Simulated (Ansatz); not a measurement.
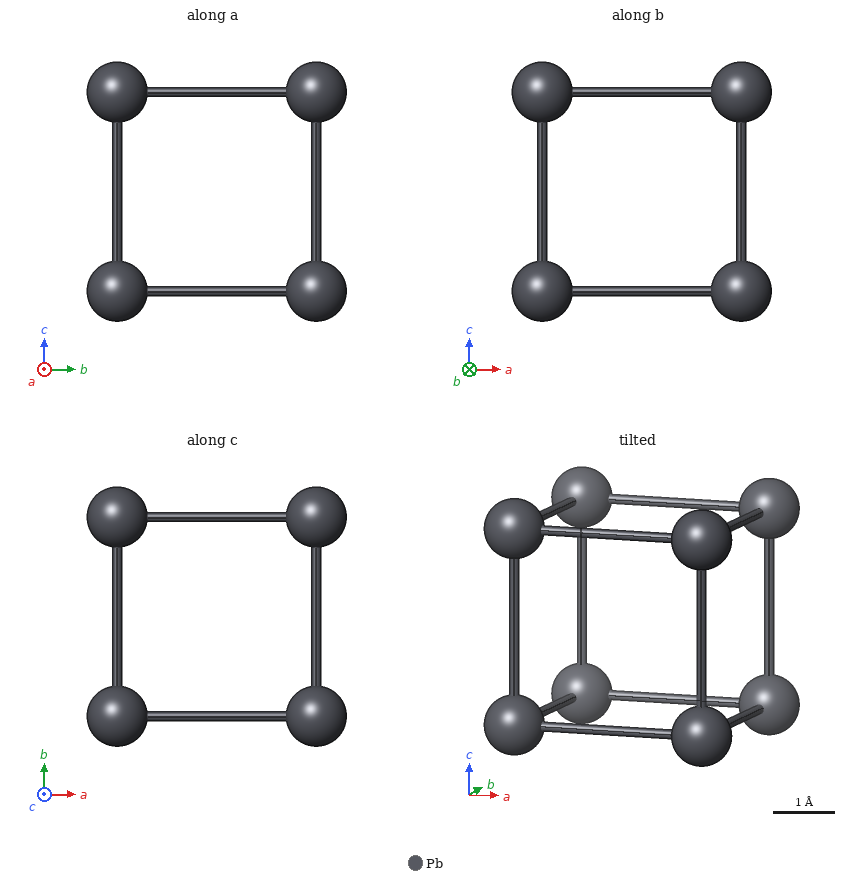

Drawn in the ball-and-stick manner and seen along the a axis, along the b axis, along the c axis and slightly off an axis. The lines enclose the conventional unit cell; boundary atoms appear with their images.

Lattice parameters: a = 3.309 Å, b = 3.309 Å, c = 3.309 Å, α = 90.00°, β = 90.00°, γ = 90.00°.

Express the structure as a table of Wyckoff sites.

Space group Pm-3m (No. 221).
```
atom  site       x       y       z
  Pb    1a  0.0000  0.0000  0.0000
```

The initial geometry was a structure type filled with this element by a generator (whether the element takes this form wasn't checked). The cell was then strained or its atoms displaced on purpose. It was run through Ansatz as a DFT input.
